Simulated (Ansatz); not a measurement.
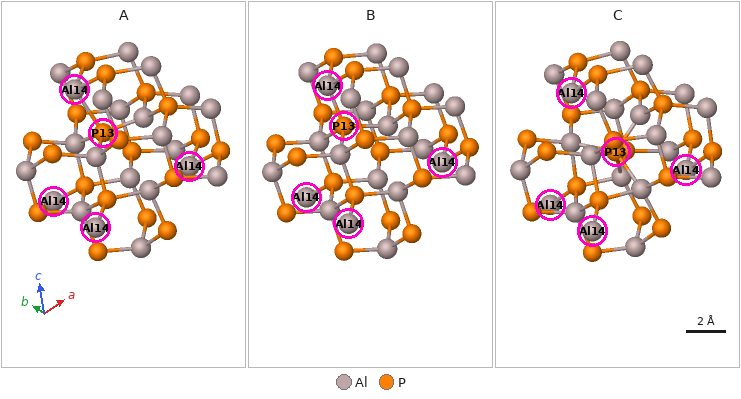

3 geometries from a converged minimum-energy path of a defect cell of composition Al$_{8}$P$_{7}$ with a P vacancy (15 atoms in the cell), shuffled. The picture is a ball-and-stick view of the atoms within 6.1 Å of the middle of the path, seen slightly off an axis. The atoms that move most are ringed. Bonds to atoms that aren't drawn are left out.

Method: DFT, PAW plane waves, PBE (Ansatz). Run with plane-wave cutoff 420 eV; k-point mesh 2 × 2 × 2; Gaussian smearing 0.1 eV; 5 movable images; climbing image; force threshold 0.1 eV/Å; iteration limit 40.

> One of them is the converged climbing image. Which?

C. In order along the path, whose images run from 0 to 6: B (image 0, 0.00 eV), A (image 1, +0.52 eV), C (image 3, +1.42 eV). A P atom travels furthest, 3.84 Å from end to end, along [1 0 −1], on a path that bends up to 0.41 Å away from the straight line. At the highest image its nearest neighbour (Al) is 2.32 Å away, against 2.35 Å at the start, and the surrounding atoms stand up to 0.63 Å off the mean of their end positions.

Limits of the set-up: the k-point mesh is coarse for a cell with partly filled bands; the periodic images lie only 7.7 Å apart, so the values are limited by the cell's size.
